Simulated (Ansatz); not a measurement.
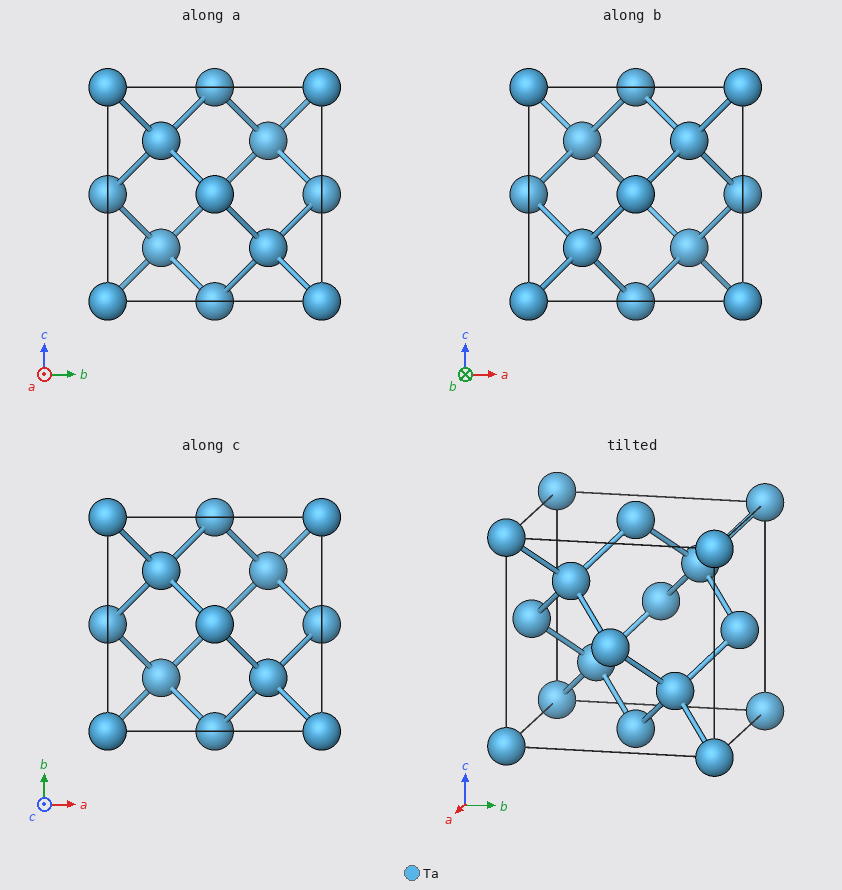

The image is a ball-and-stick drawing of a crystal, viewed along the a axis, along the b axis, along the c axis and slightly off an axis. The conventional unit cell is drawn as a box.

Lattice parameters: a = 6.2646 Å, b = 6.2646 Å, c = 6.2646 Å, α = 90.000°, β = 90.000°, γ = 90.000°.

Write down what is shown as a CIF with its space group and independent sites.

```cif
data_structure
_symmetry_space_group_name_H-M 'F d -3 m :1'
_symmetry_Int_Tables_number 227
_cell_length_a 6.2646
_cell_length_b 6.2646
_cell_length_c 6.2646
_cell_angle_alpha 90.000
_cell_angle_beta 90.000
_cell_angle_gamma 90.000
_cell_volume 245.85
loop_
_atom_site_label
_atom_site_type_symbol
_atom_site_symmetry_multiplicity
_atom_site_Wyckoff_symbol
_atom_site_fract_x
_atom_site_fract_y
_atom_site_fract_z
_atom_site_occupancy
Ta1 Ta 8 a 0.2500 0.7500 0.7500 1
```

The structure comes from a structure type filled with this element by a generator (whether the element takes this form wasn't checked). Earlier steps of the study may have refined or changed the cell and positions. Ansatz was used for an electronic-structure calculation on it.

At this level of theory the cell isn't at rest (stretched, at -5 GPa), so its distances can differ from those at equilibrium, the more so the softer the solid.
